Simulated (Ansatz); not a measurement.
Geometry relaxation of Ge (part 2 of 2)

The same run, continued: Ge (2 atoms in the cell); DFT PBEsol, scalar-relativistic, plane waves, PAW, no spin polarisation (Ansatz 0.2.0); cutoff 420 eV, 12×12×8 k-mesh, Gaussian smearing of 0.15 eV. The structure derives from a Materials Project entry. It belongs to a series of runs on one base structure; here: a zone-boundary wave of random shape, sigma 0.05 A; relaxed back.

Geometry of the input (Å; fractional positions):
```
0.0000  0.0000  -2.6427
2.7652  0.0000  0.0000
0.0000  -5.0390  0.0000
Ge 0.0172  0.4772  0.0168
Ge -0.0172  0.0228  0.4832
```

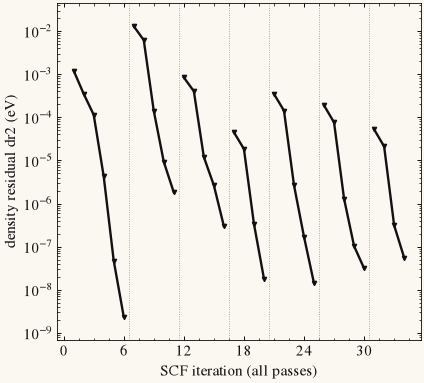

Convergence of the self-consistent field: density residual dr2 against the SCF iteration. The dotted lines part the SCF passes of the relaxation: geometry steps, rejected trials and re-solves on a re-selected basis. The 7 passes take 4 to 6 iterations each, 34 in all.

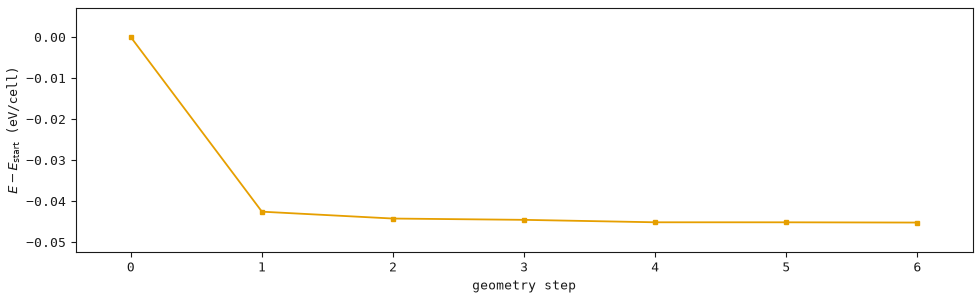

Progress of the relaxation, step by step (the first geometry is step 0 here and step 1 in the log).

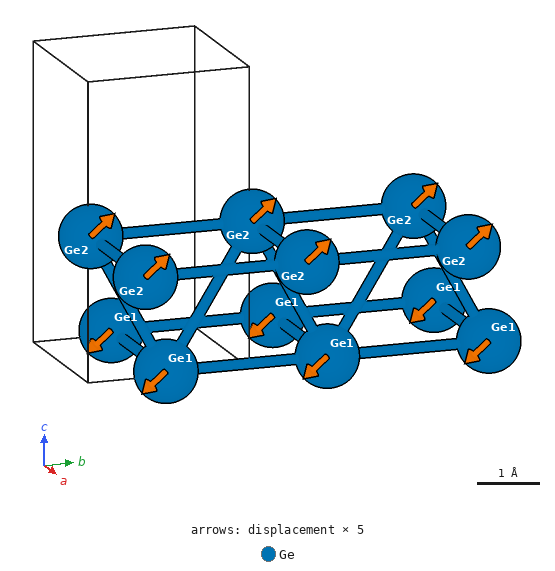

The starting structure with the displacements as orange arrows, magnified 5 times (ball-and-stick view of the cell of the calculation, repeated 2 × 3 × 1, seen slightly off an axis). The largest moves, 0.12 Å, are those of Ge1 and Ge2. The cell doesn't change. Among the contacts that change: Ge1–Ge2 2.794 → 3.011 Å. The space group (tolerance 0.01 Å) goes from P-1 (No. 2) to Pmma (No. 51). The energy falls by 45.2 meV per cell of the calculation in 6 geometry steps. The largest force component goes from 0.5 to 0.00072 eV/Å. (Atoms are counted from 1 in the order of the input.)

```
SCF converged after 4 iterations
Free energy (F): -8506.634995 eV
Harris-Foulkes:  -8506.634995 eV  (|F-HF|=1.03e-7)
Internal energy: -8506.627481 eV  (E = F + TS)
E sigma→0 (E₀):  -8506.631238 eV
Entropy (-TS):   -0.007515 eV (-3.757 meV/atom)
Fermi energy:    11.192109 eV
--- Per-component energies (eV) ---
  E_band       = -222.865539
  E_kinetic    = 222.448299
  E_local      = -4284.027559  (includes V_loc(G=0)·N_el)
  E_nonlocal   = 835.960417
  E_hartree    = 1875.484652
  E_xc         = -150.654688
  E_vxc        = -130.251498  (∫ρ·V_xc dr)
  E_paw        = -3953.612994  (= ΣΔE_a)
  E_vpaw       = -617.977976  (= ΣTr[D̂ρ^β])
  E_aug_tail   = 0.000653  (compensation charges beyond the density's cutoff)
  E_ewald      = -3054.062134
  E_core_change = 1.835872  (= ΣΔE_core)
  E_smearing   = -0.007515  (= −TS)
  E_closure    = -0.000000  (closes the sum)
  Σ components = -8506.634995   (vs F -8506.634995, Δ=0.00e0)
--- Forces (eV/Å), atoms counted from 1 ---
  atom   1  Ge    -0.00072442    -0.00016029     0.00059791
  atom   2  Ge     0.00072442     0.00016029    -0.00059791
  max |Σ_I F_I| component: 0.00e0 eV/Å
--- Stress (GPa, compression-positive) ---
        1.966918      -0.000411       0.000023
       -0.000411      -1.372368       0.000000
        0.000023       0.000000       0.632819
  P = ⅓ Tr σ = 0.4091 GPa (4.091 kbar)
--- Band table (eV; the first three rows and the last of 580) ---
  k-point 0: bands = ["-13.6011", "-13.5851", "-13.5207", "-13.4675", "-13.4581", "-13.3915", "-13.3611", "-13.3353", "-13.3344", "-13.3263", "-2.2370", "2.5139", "5.2646", "16.4202", "18.1436", "18.9173", "19.1257", "21.4561"]
  k-point 1: bands = ["-13.5987", "-13.5847", "-13.5214", "-13.4773", "-13.4475", "-13.3894", "-13.3636", "-13.3380", "-13.3336", "-13.3266", "-2.1463", "1.9438", "6.0156", "16.4892", "17.9920", "18.2322", "18.8682", "21.2702"]
  k-point 2: bands = ["-13.5926", "-13.5835", "-13.5227", "-13.4907", "-13.4319", "-13.3835", "-13.3711", "-13.3442", "-13.3326", "-13.3274", "-1.8742", "0.9525", "7.5475", "15.7903", "16.8254", "18.4954", "18.6569", "20.9253"]
  k-point 579: bands = ["-13.5176", "-13.5176", "-13.5040", "-13.5040", "-13.4377", "-13.4377", "-13.3383", "-13.3383", "-13.2445", "-13.2445", "7.5103", "7.5105", "8.8931", "8.8933", "9.3352", "9.3353", "14.6555", "14.6556"]
--- Relaxed structure (7 steps of the walk, 7 accepted, 0 SCFs on fresh bases) ---
  F+E_penalty+E_count = -8506.63499539 eV   max|allowed force component| = 7.244e-4 eV/Å
  atoms:
    - { symbol: Ge, position: [0.000322639605213686, 0.4518052652470051, -4.886838809938953e-6] }
    - { symbol: Ge, position: [-0.000322639605213686, 0.048194734752994794, 0.50000488683881] }
```

Trajectory as extended XYZ (Å, eV, eV/Å), 7 frames, from step=1 to step=7
```
2
Lattice="0.0000 0.0000 -2.6427 2.7652 0.0000 0.0000 0.0000 -5.0390 0.0000" Properties=species:S:1:pos:R:3:forces:R:3 step=1 energy=-8506.58980
Ge    1.3195   -0.0848   -0.0454    0.0211   0.4990   0.0311
Ge    0.0631   -2.4347    0.0454   -0.0211  -0.4990  -0.0311
2
Lattice="0.0000 0.0000 -2.6427 2.7652 0.0000 0.0000 0.0000 -5.0390 0.0000" Properties=species:S:1:pos:R:3:forces:R:3 step=2 energy=-8506.63234
Ge    1.3100   -0.0148   -0.0033   -0.0162   0.0868   0.0026
Ge    0.0726   -2.5047    0.0033    0.0162  -0.0868  -0.0026
2
Lattice="0.0000 0.0000 -2.6427 2.7652 0.0000 0.0000 0.0000 -5.0390 0.0000" Properties=species:S:1:pos:R:3:forces:R:3 step=3 energy=-8506.63402
Ge    1.2969    0.0028    0.0010   -0.0155  -0.0170  -0.0008
Ge    0.0857   -2.5223   -0.0010    0.0155   0.0170   0.0008
2
Lattice="0.0000 0.0000 -2.6427 2.7652 0.0000 0.0000 0.0000 -5.0390 0.0000" Properties=species:S:1:pos:R:3:forces:R:3 step=4 energy=-8506.63433
Ge    1.2870    0.0019    0.0008   -0.0136  -0.0118  -0.0006
Ge    0.0956   -2.5214   -0.0008    0.0136   0.0118   0.0006
2
Lattice="0.0000 0.0000 -2.6427 2.7652 0.0000 0.0000 0.0000 -5.0390 0.0000" Properties=species:S:1:pos:R:3:forces:R:3 step=5 energy=-8506.63493
Ge    1.2593    0.0000    0.0001   -0.0059  -0.0003  -0.0001
Ge    0.1233   -2.5195   -0.0001    0.0059   0.0003   0.0001
2
Lattice="0.0000 0.0000 -2.6427 2.7652 0.0000 0.0000 0.0000 -5.0390 0.0000" Properties=species:S:1:pos:R:3:forces:R:3 step=6 energy=-8506.63493
Ge    1.2382   -0.0001    0.0004    0.0065   0.0004  -0.0003
Ge    0.1444   -2.5194   -0.0004   -0.0065  -0.0004   0.0003
2
Lattice="0.0000 0.0000 -2.6427 2.7652 0.0000 0.0000 0.0000 -5.0390 0.0000" Properties=species:S:1:pos:R:3:forces:R:3 step=7 energy=-8506.63500
Ge    1.2493    0.0000   -0.0009   -0.0007  -0.0002   0.0006
Ge    0.1333   -2.5195    0.0009    0.0007   0.0002  -0.0006
```

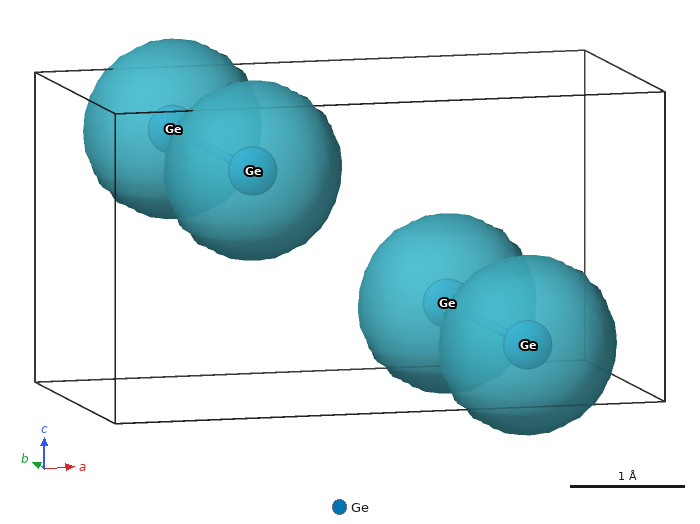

Isosurface of the valence pseudo-density at 0.8 e/Å³ (cyan), seen slightly off an axis. Sticks mark near contacts. The outline is the cell set on symmetry axes. At this value the density breaks into separate islands; it holds about 70 % of the electrons treated as valence (semicore included). It is pinched off along the Ge–Ge (2.64 Å) and Ge–Ge (2.76 Å) contacts. On the grid the lowest density along these lines, outside the cores, is 0.35 e/Å³ (Ge–Ge, 2.64 Å) and 0.28 e/Å³ (Ge–Ge, 2.76 Å). Core electrons are frozen (PAW), so the fields are smoothed inside the atomic spheres.

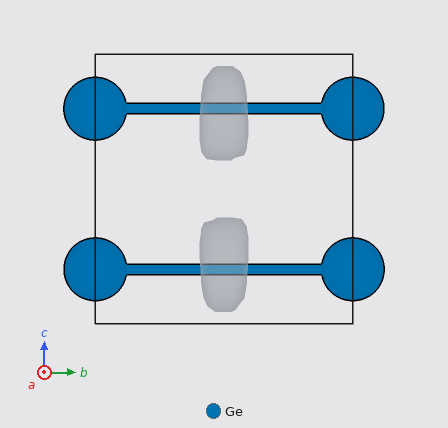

Isosurface of the ELF at 0.55 (grey), seen along the a axis. Only the valence region is drawn (cores and ρ < 0.01 e/Å³ removed). Sticks mark near contacts. The outline is the cell set on symmetry axes. Profiles from the grid: Ge–Ge (2.64 Å): the ELF peaks at about 0.65 between the atoms. Ge–Ge (2.76 Å): the ELF is about 0.55 at the midpoint, which marks nearly free electrons, as in a simple metal.

Results in brief

| quantity | value |
| --- | --- |
| outcome | converged |
| space group (tolerance 0.01 Å) | P-1 (2) → Pmma (51) |
| electrons treated | 28 |
| free energy | −8506.6350 eV |
| Fermi energy | 11.192 eV |
| gap on the k-point mesh | none (metallic) |
| pressure | 0.41 GPa |
| final volume | 36.82 Å³ |
| largest force (length of the vector) at the end | 0.001 eV/Å |
| final cell | a = 2.643 Å, b = 2.765 Å, c = 5.039 Å, α = 90.00°, β = 90.00°, γ = 90.00° |
| wall time | 2.6 min |
| peak memory | 0.63 GiB |

Notes

Warnings of the run: the SCF threshold is looser than advised for the printed stress.
